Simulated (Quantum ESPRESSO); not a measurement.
## ZnS (F-43m): phonon frequency against volume, with a fit

Aim: the Grüneisen parameter and the pressure coefficient of an optical mode of ZnS (F-43m).

Main program and level: Quantum ESPRESSO 7.5; DFT LDA, scalar-relativistic, plane waves, PseudoDojo norm-conserving pseudopotentials.

The database entry behind the starting cell differs from later determinations by our own check (about 0.1 % short), so it need not match the best structure at ambient conditions.

**1. Set-up**

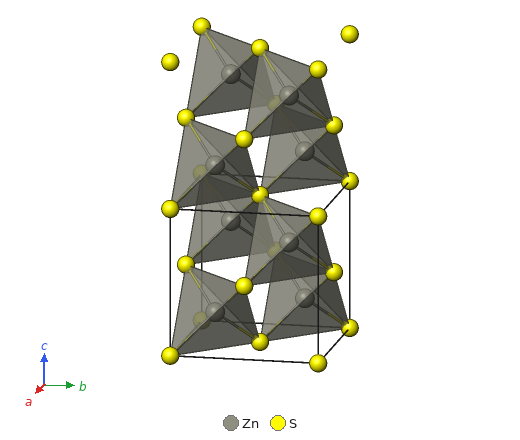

The cell as given, slightly off an axis (zinc grey, sulfur yellow). 1×1×2 cells are drawn. This picture shows the conventional cell, with its axes. Bonds to atoms that aren't drawn are left out. Some periodic images of atoms are drawn too.

Coordinates:

```
Zn S
1.0
    -2.64874    0.00000    2.64874
     0.00000    2.64874    2.64874
    -2.64874    2.64874    0.00000
Zn S
1 1
Direct
  0.25000 0.25000 0.25000
  0.00000 0.00000 0.00000
```

This is the cell after its relaxation at this level of theory, not the database cell from which that began.

**2. Runs at several volumes**

The relaxed cell is scaled uniformly; in this structure symmetry fixes all atoms, so nothing has to be relaxed anew. Each volume gets a ground state and a response at Γ. The mode followed is the highest one without the macroscopic field, of symmetry T2; longitudinal polar modes lie higher. Cutoff 92 Ry, k mesh 10×10×10.

From the response at V/V₀ = 0.97:

The program printed:

```text
[banners, grids, parts of the stress and lines that vanish by symmetry left out]
Program PHONON v.7.5
     Reading xml data from directory:

[...]
Exchange-correlation= PW
                           (   1   4   0   0   0   0   0)
[...]
kinetic-energy cut-off    =      92.0000  Ry
     charge density cut-off    =     368.0000  Ry
     convergence threshold     =      1.0E-18
[...]
Exchange-correlation= PW
                           (   1   4   0   0   0   0   0)
[...]
q = (   0.0000000   0.0000000   0.0000000 )
     25 Sym.Ops. (with q -> -q+G )
     G cutoff =  915.3893  (  29003 G-vectors)     FFT grid: ( 45, 45, 45)
     number of k points=    47
[...]
Mode symmetry, T_d (-43m)  point group:
[...]
Dielectric constant
[...]
End of electric fields calculation
          Dielectric constant in cartesian axis
          (       6.243266891      -0.000000000      -0.000000000 )
          (       0.000000000       6.243266891      -0.000000000 )
          (       0.000000000       0.000000000       6.243266891 )
          Effective charges (d Force / dE) in cartesian axis without acoustic sum rule applied (asr)
           atom    1  Zn    Mean Z*:        1.86425
      Ex  (        1.86425        0.00000        0.00000 )
      Ey  (       -0.00000        1.86425        0.00000 )
      Ez  (        0.00000        0.00000        1.86425 )
           atom    2  S     Mean Z*:       -1.86822
      Ex  (       -1.86822        0.00000        0.00000 )
      Ey  (        0.00000       -1.86822        0.00000 )
      Ez  (        0.00000        0.00000       -1.86822 )
          Effective charges Sum: Mean:       -0.00397
[...]
Effective charges (d Force / dE) in cartesian axis with asr applied:
           atom    1  Zn    Mean Z*:        1.86624
[...]
atom    2  S     Mean Z*:       -1.86624
[...]
Representation #   1 modes #   1   2   3
[...]
End of self-consistent calculation
     Convergence has been achieved
     Representation #   2 modes #   4   5   6
[...]
End of self-consistent calculation
     Convergence has been achieved
[...]
Dielectric constant in cartesian axis
          (       6.243266891      -0.000000000      -0.000000000 )
          (       0.000000000       6.243266891      -0.000000000 )
          (       0.000000000       0.000000000       6.243266891 )
          Effective charges (d Force / dE) in cartesian axis without acoustic sum rule applied (asr)
           atom    1  Zn    Mean Z*:        1.86425
      Ex  (        1.86425        0.00000        0.00000 )
      Ey  (       -0.00000        1.86425        0.00000 )
      Ez  (        0.00000        0.00000        1.86425 )
           atom    2  S     Mean Z*:       -1.86822
      Ex  (       -1.86822        0.00000        0.00000 )
      Ey  (        0.00000       -1.86822        0.00000 )
      Ez  (        0.00000        0.00000       -1.86822 )
          Effective charges Sum: Mean:       -0.00397
[...]
Effective charges (d Force / dE) in cartesian axis with asr applied:
           atom    1  Zn    Mean Z*:        1.86624
[...]
atom    2  S     Mean Z*:       -1.86624
[...]
q = (    0.000000000   0.000000000   0.000000000 )
[...]
freq (    1) =      -0.085956 [THz] =      -2.867180 [cm-1]
     freq (    2) =      -0.085956 [THz] =      -2.867180 [cm-1]
     freq (    3) =      -0.085956 [THz] =      -2.867180 [cm-1]
     freq (    4) =       9.198125 [THz] =     306.816420 [cm-1]
     freq (    5) =       9.198125 [THz] =     306.816420 [cm-1]
     freq (    6) =       9.198125 [THz] =     306.816420 [cm-1]
[...]
Mode symmetry, T_d (-43m)  point group:
     freq (   1-   3) =         -2.9  [cm-1]   --> T_2  G_15 P_4   I+R
     freq (   4-   6) =        306.8  [cm-1]   --> T_2  G_15 P_4   I+R

   JOB DONE.
```

One volume, V/V₀ = 1, is held back as a test.

| V/V₀ | volume (Å³/atom) | pressure (GPa) | ω (cm⁻¹) |
| --- | --- | --- | --- |
| 0.97 | 18.026 | 2.77 | 306.82 |
| 1 | 18.583 | 0.00 | held back |
| 1.03 | 19.141 | -2.35 | 276.41 |

**3. The fit**

The mode Grüneisen parameter is γ = −d ln ω / d ln V.

| ln(V/V₀) | ln ω |
| --- | --- |
| -0.0305 | 5.7263 |
| 0.0296 | 5.6219 |

A straight line through these points has the slope -1.739, so γ = 1.74; at V/V₀ = 1 it predicts ω = exp(5.6733 + 0.0000) = 290.99 cm⁻¹.

A parabola of pressure against ln V through V/V₀ = 0.97, 1 and 1.03 gives the bulk modulus B = −dP/d ln V = 85 GPa at V₀. With ω₀ from the fitted line the pressure coefficient follows as dω/dP = γ ω₀ / B = 1.74 × 291.0 / 85 = 5.93 cm⁻¹/GPa.

**4. The run that was held back**

The program printed:

```text
[banners, grids, parts of the stress and lines that vanish by symmetry left out]
[banner, memory and clock lines left out]
Program PHONON v.7.5

[...]
Exchange-correlation= PW
                           (   1   4   0   0   0   0   0)
[...]
(   3 q-points):
[...]
kinetic-energy cut-off    =      92.0000  Ry
     charge density cut-off    =     368.0000  Ry
     convergence threshold     =      1.0E-18
[...]
Exchange-correlation= PW
                           (   1   4   0   0   0   0   0)
[...]
q = (   0.0000000   0.0000000   0.0000000 )
     25 Sym.Ops. (with q -> -q+G )
     G cutoff =  934.1674  (  29939 G-vectors)     FFT grid: ( 45, 45, 45)
     number of k points=    47
[...]
Mode symmetry, T_d (-43m)  point group:
[...]
Dielectric constant
[...]
End of electric fields calculation
          Dielectric constant in cartesian axis
          (       6.253084082       0.000000000       0.000000000 )
          (       0.000000000       6.253084082       0.000000000 )
          (       0.000000000       0.000000000       6.253084082 )
          Effective charges (d Force / dE) in cartesian axis without acoustic sum rule applied (asr)
           atom    1  Zn    Mean Z*:        1.90829
      Ex  (        1.90829        0.00000        0.00000 )
      Ey  (        0.00000        1.90829       -0.00000 )
      Ez  (        0.00000       -0.00000        1.90829 )
           atom    2  S     Mean Z*:       -1.91235
      Ex  (       -1.91235       -0.00000        0.00000 )
      Ey  (       -0.00000       -1.91235        0.00000 )
[...]
q = (    0.500000000  -0.500000000   0.500000000 )
[...]
freq (    1) =       2.066203 [THz] =      68.921118 [cm-1]
     freq (    2) =       2.066203 [THz] =      68.921118 [cm-1]
     freq (    3) =       5.968388 [THz] =     199.084011 [cm-1]
     freq (    4) =       9.155851 [THz] =     305.406319 [cm-1]
     freq (    5) =       9.155851 [THz] =     305.406319 [cm-1]
     freq (    6) =      10.374535 [THz] =     346.057227 [cm-1]
[...]
Mode symmetry, C_3v (3m)   point group:
     freq (   1-   2) =         68.9  [cm-1]   --> E    L_3
     freq (   3-   3) =        199.1  [cm-1]   --> A_1  L_1
     freq (   4-   5) =        305.4  [cm-1]   --> E    L_3
     freq (   6-   6) =        346.1  [cm-1]   --> A_1  L_1
[...]
Mode symmetry, D_2d (-42m) point group:
[...]
Representation #   1 mode #   1
[...]
Convergence has been achieved
     Representation #   2 mode #   2
[...]
Convergence has been achieved
     Representation #   3 modes #   3   4
[...]
End of self-consistent calculation
     Convergence has been achieved
     Representation #   4 modes #   5   6
[...]
End of self-consistent calculation
     Convergence has been achieved
[...]
q = (    0.000000000  -1.000000000   0.000000000 )
[...]
freq (    1) =       2.777043 [THz] =      92.632178 [cm-1]
     freq (    2) =       2.777043 [THz] =      92.632178 [cm-1]
     freq (    3) =       6.517404 [THz] =     217.397195 [cm-1]
     freq (    4) =       9.728139 [THz] =     324.495783 [cm-1]
     freq (    5) =       9.728139 [THz] =     324.495783 [cm-1]
     freq (    6) =      10.023000 [THz] =     334.331292 [cm-1]
[...]
Mode symmetry, D_2d (-42m) point group:
     freq (   1-   2) =         92.6  [cm-1]   --> E    X_5  W_3
     freq (   3-   3) =        217.4  [cm-1]   --> A_1  X_1  W_1
     freq (   4-   5) =        324.5  [cm-1]   --> E    X_5  W_3
     freq (   6-   6) =        334.3  [cm-1]   --> B_2  X_3  W_2
```

It gives 291.19 cm⁻¹ against the predicted 290.99 cm⁻¹, a miss of 0.2 cm⁻¹.

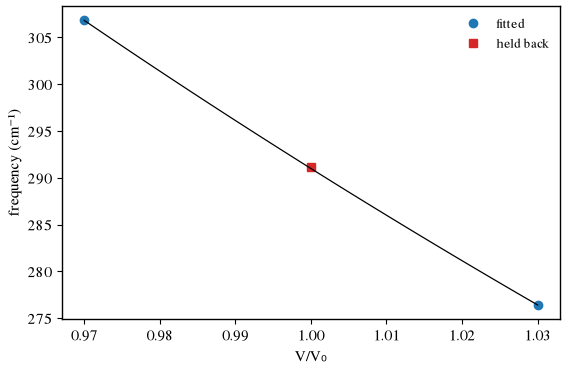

Frequency against volume, with the power-law fit.

**5. Results**

```json
{
 "mode Grüneisen parameter": "1.739",
 "bulk modulus": "85.3 GPa",
 "pressure coefficient": "5.93 cm⁻¹/GPa"
}
```

The highest optical mode of ZnS (F-43m) without the LO-TO term stiffens by 5.93 cm⁻¹ a GPa near the relaxed volume, with γ = 1.74. The power law meets all 3 runs within 0.07 %; between neighbouring volumes γ runs from 1.72 to 1.76. Such a coefficient turns a measured shift of this mode into a hydrostatic stress; uniaxial or biaxial stress splits the mode and needs deformation potentials. These are harmonic values at zero temperature for the structure held cubic, which a run at Γ can't show to be stable; the bulk modulus rests on three points.

[Host names and launcher messages were left out of these logs when they were recorded.]

[Logs are printed without paths, hosts, clocks, repeated set-up lines and the standing remarks that a program may print on its own settings, such as how far it seeks lower states.]

[Hosts, paths, dates, database ids (printed as entryN), source tags and the programs' standing remarks are cut or masked in the printed files.]
